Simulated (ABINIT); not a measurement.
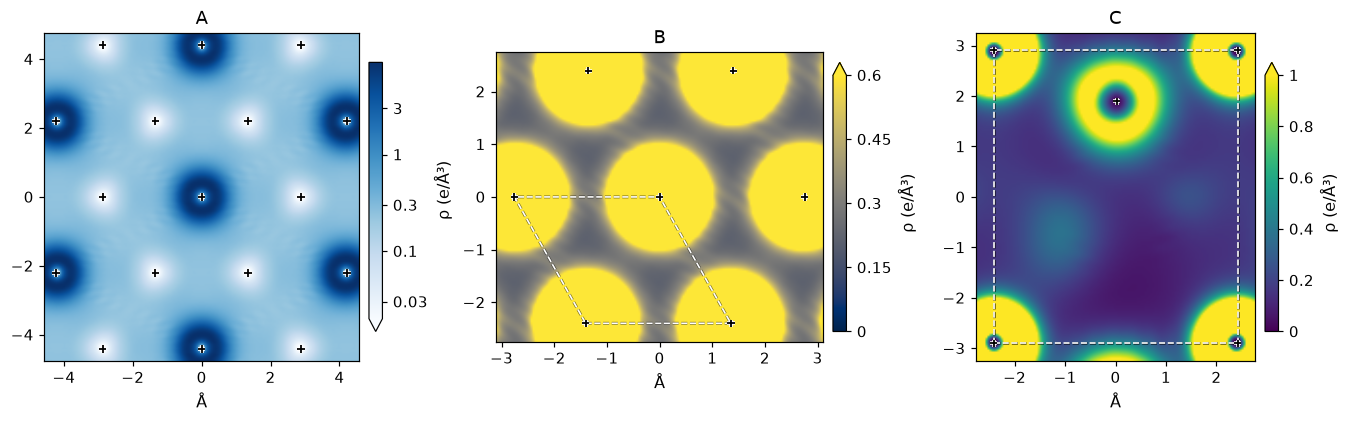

The valence electron density of 3 systems, each on a plane through atoms (crosses mark nuclei in the plane).

All numbers below come from Kohn-Sham DFT of a periodic cell, PBEsol, PseudoDojo NC SR PBEsol v0.4.1 standard in ABINIT 10.8.3.

System 1: Zr$_{3}$S$_{2}$, the (011) plane of the conventional cell. Space group P1; a structure from a database of computed crystals, not necessarily the ambient phase; not relaxed (largest force 0.9 eV/Å); computed pressure about −6 GPa in this cell.

```
CELL_PARAMETERS angstrom
0.00000 3.35156 -3.48777
2.90254 -1.67578 -3.48777
-2.90254 -1.67578 -3.48777
ATOMIC_POSITIONS crystal
Zr 0.85314 0.50424 0.15484
Zr 0.15230 0.83810 0.50374
Zr 0.50253 0.14321 0.85977
S 0.33875 0.33567 0.34315
S 0.66216 0.65426 0.66733
```

System 2: Al$_{2}$Ru, the (110) plane of the conventional cell. Space group I4/mmm; a structure from a database of computed crystals, not necessarily the ambient phase.

```xyz
6
Lattice="3.1208 0.0000 0.0000 0.0000 3.1208 0.0000 0.0000 0.0000 8.4436" Properties=species:S:1:pos:R:3 pbc="T T T"
Ru    0.0000    0.0000    0.0000
Ru    1.5604    1.5604    4.2218
Al    0.0000    0.0000    2.8776
Al    1.5604    1.5604    7.0994
Al    0.0000    0.0000    5.5660
Al    1.5604    1.5604    1.3442
```

System 3: Pd, the (110) plane of the conventional cell. Space group P-1; computed pressure about −3 GPa in this cell.

```
Pd
1.0
     0.00663   -1.92478    1.91142
    -1.96444   -1.93112   -0.01297
     0.01113   -1.95522   -1.94186
Pd
1
Cartesian
  0.0089 -1.9400 -0.0152
```

> Which map belongs to which system?

Panel A is system 2, Al$_{2}$Ru: the plane holds Ru and Al. Al–Ru (2.58 Å): ρ at the midpoint is about 0.38 e/Å³. Panel B is system 3, Pd: the plane holds Pd. Pd–Pd (2.76 Å): ρ at the midpoint is about 0.32 e/Å³. Panel C is system 1, Zr$_{3}$S$_{2}$: the plane holds Zr and S. Zr–S (2.60 Å): the density is about 0.36 e/Å³ at the midpoint.
